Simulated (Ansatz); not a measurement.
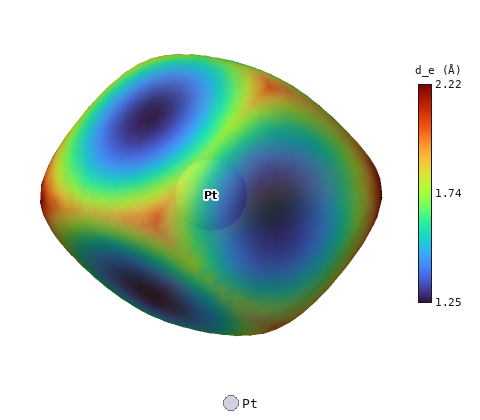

Hirshfeld surface computed for one Pt atom in PtSe2 in space group P-3m1, coloured by d_e.

The surface is where the fragment's share of the procrystal density (the sum of the densities of spherically averaged neutral Hartree-Fock atoms) equals one half. d_i and d_e are the distances from the surface to the nearest nucleus inside and outside. From Rb on the atoms have core potentials, so only their outer electrons count.

Source of the atomic positions: coordinates from a relaxation with Ansatz, DFT PBE+D3(BJ), scalar-relativistic, plane waves, PAW.

```xyz
3
Lattice="3.7699 0.0000 0.0000 -1.8849 3.2648 0.0000 0.0000 0.0000 4.8245" Properties=species:S:1:pos:R:3 pbc="T T T"
Pt    0.0000    0.0000    0.0000
Se    1.8849    1.0883    1.2811
Se    0.0000    2.1766    3.5433
```

Question: What is the shortest distance from the fragment to an atom outside it?

Answer: Pt–Se, 2.53 Å.

Question: How is the surface shared among contacts (nearest atom inside ··· nearest atom outside)?

Answer: Pt···Se 100 %. The surface faces 6 neighbours with more than 2 % of its area each: 6 Se.

Question: Give the size and shape of the surface.

Answer: It encloses about 13.3 Å³, has an area of about 29 Å² and a globularity of 0.95 (1 for a sphere).
